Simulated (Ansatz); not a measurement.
## Run report: Al₂Ni, geometry relaxation (part 2 of 2)

The same run, continued: Al₂Ni (3 atoms in the cell); DFT PBE, scalar-relativistic, plane waves, PAW, no spin polarisation (Ansatz 0.2.0); cutoff 420 eV, 18×18×8 k-mesh, Gaussian smearing of 0.1 eV. The structure was made by a generator, so it may or may not be a known phase.

Geometry of the input (Å; fractional positions):
```
2.8191  0.0000  0.0000
-1.4095  2.4414  0.0000
0.0000  0.0000  6.0438
Al 0.6667  0.3333  0.8104
Al 0.3333  0.6667  0.1896
Ni 0.0000  0.0000  0.5000
```

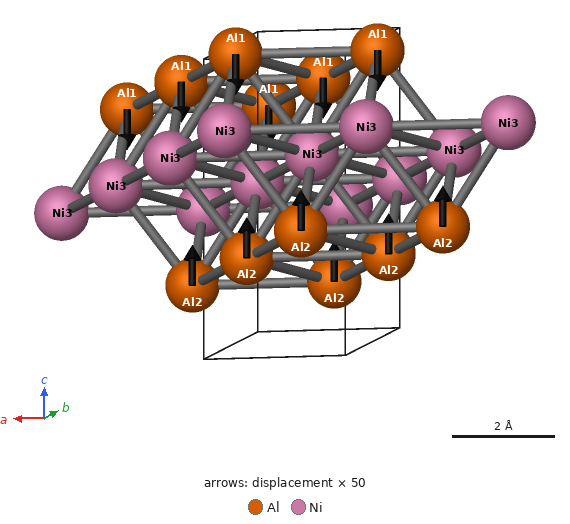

Fig. 1: The starting structure with the displacements (without the part carried along by the change of the cell) as black arrows, magnified 50 times (ball-and-stick view of the cell of the calculation, repeated 2 × 3 × 1, seen at an oblique angle). The largest moves relative to the cell, 0.016 Å, are those of Al1 and Al2. Ni stays in place. The drawn cell changes as follows: a = b 2.819 → 2.809 Å (−0.3 %), c 6.044 → 6.096 Å (+0.9 %); the volume changes by +0.2 %. Distances before and after: Al1–Al2 2.811 → 2.851 Å, Al1–Al1 2.819 → 2.809 Å, Ni3–Ni3 2.819 → 2.809 Å. The space group stays P-3m1 (No. 164). After 3 geometry steps the energy has fallen by 1.9 meV per atom. Largest force component: 0.2 eV/Å at the start, 0.0015 eV/Å at the end. The pressure goes from 0.08 to −0.02 GPa. A last SCF at the same geometry on a re-selected plane-wave basis shifts the energy by next to nothing (0.0 meV per atom). (Atoms are counted from 1 in the order of the input.)

```
basis re-selected at this cell: Δ(F+E_penalty+E_count) = -3.086e-5 eV, ΔP = -0.000 GPa vs the last step (what re-selecting the basis moved, of the pressure what is left beyond the Pulay correction that the steps carried, after the strain that the cell walked since its last selection, with what the two solves' SCF thresholds leave and, on support functions, any second-order correction that the steps lacked; it is no measure of the basis error at this ecutwfc). This SCF's stress stands 2.08e-2 GPa from its target on what of the cell is left free (relax.cell.stress_tol is 5.00e-2 GPa) and its largest allowed force component is 1.47e-3 eV/Å (relax.f_tol is 1.00e-2 eV/Å): within both
SCF converged after 6 iterations
Free energy (F): -6915.645860 eV
Harris-Foulkes:  -6915.645860 eV  (|F-HF|=1.82e-12)
Internal energy: -6915.638986 eV  (E = F + TS)
E sigma→0 (E₀):  -6915.642423 eV
Entropy (-TS):   -0.006874 eV (-2.291 meV/atom)
Fermi energy:    10.907291 eV
--- Per-component energies (eV) ---
  E_band       = -375.951853
  E_kinetic    = 331.848387
  E_local      = -5964.599384  (includes V_loc(G=0)·N_el)
  E_nonlocal   = 658.375804
  E_hartree    = 2652.642322
  E_xc         = -165.194925
  E_vxc        = -168.459852  (∫ρ·V_xc dr)
  E_paw        = -2567.599633  (= ΣΔE_a)
  E_vpaw       = -538.401927  (= ΣTr[D̂ρ^β])
  E_aug_tail   = 0.000494  (compensation charges beyond the density's cutoff)
  E_ewald      = -1861.112051
  E_smearing   = -0.006874  (= −TS)
  E_closure    = 0.000000  (closes the sum)
  Σ components = -6915.645860   (vs F -6915.645860, Δ=0.00e0)
--- Forces (eV/Å), atoms counted from 1 ---
  atom   1  Al     0.00000000     0.00000000    -0.00147361
  atom   2  Al    -0.00000000    -0.00000000     0.00147361
  atom   3  Ni     0.00000000     0.00000000     0.00000000
  max |Σ_I F_I| component: 2.31e-18 eV/Å
--- Stress (GPa, compression-positive) ---
       -0.020845      -0.000000       0.000000
       -0.000000      -0.020845       0.000000
        0.000000       0.000000      -0.017545
  P = ⅓ Tr σ = -0.0197 GPa (-0.197 kbar)
--- Band table (eV; the first three rows and the last of 266) ---
  k-point 0: bands = ["-92.2367", "-52.8632", "-52.5096", "-52.5096", "0.0342", "3.6031", "4.6343", "8.4227", "9.1536", "9.1536", "9.4779", "9.4779", "15.1931", "17.5696", "22.7021", "22.7021"]
  k-point 1: bands = ["-92.2367", "-52.8632", "-52.5096", "-52.5096", "0.0930", "3.1067", "5.2104", "8.4221", "9.1536", "9.1536", "9.4778", "9.4778", "14.3748", "18.4676", "22.7623", "22.7623"]
  k-point 2: bands = ["-92.2367", "-52.8632", "-52.5096", "-52.5096", "0.2643", "2.4010", "6.1322", "8.4195", "9.1536", "9.1536", "9.4775", "9.4775", "13.0734", "20.0015", "22.9273", "22.9273"]
  k-point 265: bands = ["-92.2323", "-52.8576", "-52.5396", "-52.5396", "7.4742", "7.4742", "7.8858", "7.9783", "7.9783", "8.5563", "9.9437", "9.9437", "11.5774", "11.8450", "11.8450", "16.5987"]
--- Relaxed structure (4 steps of the walk, 4 accepted, 1 SCFs on fresh bases) ---
  F+E_penalty+E_count = -6915.64585993 eV   max|allowed force component| = 1.474e-3 eV/Å   (the final SCF, on the basis selected at the relaxed cell)
  cell:  # Å, volume = 41.6633 Å³
    - [2.8092226184409994, 3.342870796754649e-33, -6.2678827439149675e-34]
    - [-1.4046113092204997, 2.432858152455745, -4.10358620693915e-34]
    - [-1.3437827832041055e-33, -1.791710377605474e-33, 6.096084435095669]
  atoms:
    - { symbol: Al, position: [0.6666666666666666, 0.33333333333333337, 0.8077114094532536] }
    - { symbol: Al, position: [0.33333333333333337, 0.6666666666666667, 0.19228859054674646] }
    - { symbol: Ni, position: [1.799963610310995e-35, 2.081743701154319e-35, 0.5] }
```

Trajectory as extended XYZ (Å, eV, eV/Å), 5 frames, from step=1 to step=5:
```
3
Lattice="2.8191 0.0000 0.0000 -1.4095 2.4414 0.0000 0.0000 0.0000 6.0438" Properties=species:S:1:pos:R:3:forces:R:3 step=1 energy=-6915.64016 pressure_GPa=0.08
Al    1.4095    0.8138    4.8980    0.0000   0.0000  -0.1956
Al    0.0000    1.6276    1.1458    0.0000   0.0000   0.1956
Ni    0.0000    0.0000    3.0219    0.0000   0.0000   0.0000
3
Lattice="2.8082 0.0000 0.0000 -1.4041 2.4320 0.0000 0.0000 0.0000 6.1190" Properties=species:S:1:pos:R:3:forces:R:3 step=2 energy=-6915.64511 pressure_GPa=-0.35
Al    1.4041    0.8107    4.9376    0.0000   0.0000   0.0428
Al    0.0000    1.6213    1.1814    0.0000   0.0000  -0.0428
Ni    0.0000    0.0000    3.0595    0.0000   0.0000   0.0000
3
Lattice="2.8097 0.0000 0.0000 -1.4048 2.4333 0.0000 0.0000 0.0000 6.0981" Properties=species:S:1:pos:R:3:forces:R:3 step=3 energy=-6915.64581 pressure_GPa=-0.10
Al    1.4048    0.8111    4.9253    0.0000   0.0000  -0.0021
Al    0.0000    1.6222    1.1727    0.0000   0.0000   0.0021
Ni    0.0000    0.0000    3.0490    0.0000   0.0000   0.0000
3
Lattice="2.8092 0.0000 0.0000 -1.4046 2.4329 0.0000 0.0000 0.0000 6.0961" Properties=species:S:1:pos:R:3:forces:R:3 step=4 energy=-6915.64583 pressure_GPa=-0.02
Al    1.4046    0.8110    4.9239    0.0000   0.0000  -0.0015
Al    0.0000    1.6219    1.1722    0.0000   0.0000   0.0015
Ni    0.0000    0.0000    3.0480    0.0000   0.0000   0.0000
3
Lattice="2.8092 0.0000 0.0000 -1.4046 2.4329 0.0000 0.0000 0.0000 6.0961" Properties=species:S:1:pos:R:3:forces:R:3 step=5 energy=-6915.64586 pressure_GPa=-0.02
Al    1.4046    0.8110    4.9239    0.0000   0.0000  -0.0015
Al    0.0000    1.6219    1.1722    0.0000   0.0000   0.0015
Ni    0.0000    0.0000    3.0480    0.0000   0.0000   0.0000
```

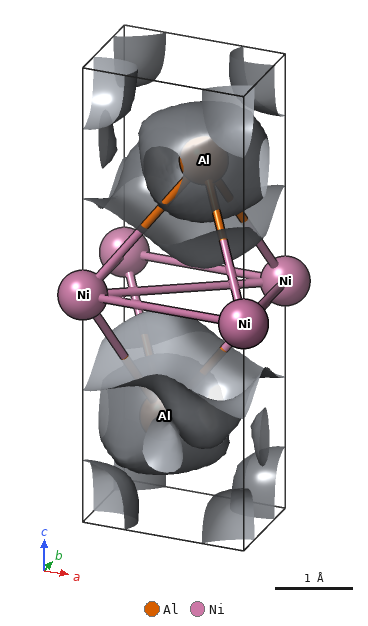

Fig. 2: Isosurface of the ELF at 0.45 (grey), seen slightly off an axis. Core shells and regions of very low density are left out. Sticks mark near contacts. The outline is the cell set on symmetry axes. The ELF exceeds this value in sheets that run through the cell in two directions, counted in one cell of 3 atoms. Along the contacts the grid gives the following. Ni–Ni (2.81 Å): the ELF is about 0.30 at the midpoint; no localised pair between them. The fields are those of the smooth PAW valence density.

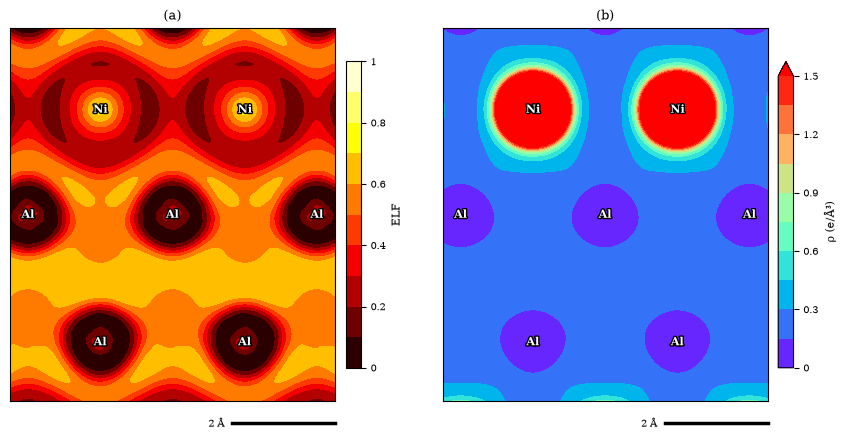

Fig. 3: (a) electron localisation function; (b) valence charge density (pseudo) on the (101) plane of the conventional cell. Atoms in the plane: Al and Ni. Al–Ni (2.48 Å): ρ is about 0.31 e/Å³ halfway; the ELF is about 0.45 at the midpoint, as expected for metallic bonding. Ni–Ni (2.81 Å): ρ at the midpoint is about 0.22 e/Å³; the ELF is about 0.30 at the midpoint (no localised pair between them). Al–Al (2.85 Å): the density is about 0.21 e/Å³ at the midpoint; the ELF peaks at about 0.70 between the atoms. Away from the nuclei the density in this plane falls to 0.18 e/Å³ at its lowest. The strong features right at Ni lie inside the PAW spheres (semicore, d or f shells) and say nothing about bonding.

Summary:

```tsv
quantity	value
outcome	converged
space group (tolerance 0.01 Å)	P-3m1 (164)
electrons treated	24
free energy	−6915.6459 eV
Fermi energy	10.907 eV
gap on the k-point mesh	none (metallic)
pressure	−0.02 GPa
final volume	41.66 Å³
largest force (length of the vector) at the end	0.001 eV/Å
final cell	a = 2.809 Å, b = 2.809 Å, c = 6.096 Å, α = 90.00°, β = 90.00°, γ = 120.00°
wall time	58 s
peak memory	0.48 GiB
```

Notes:

The run has no spin polarisation, so a magnetic state may lie lower.
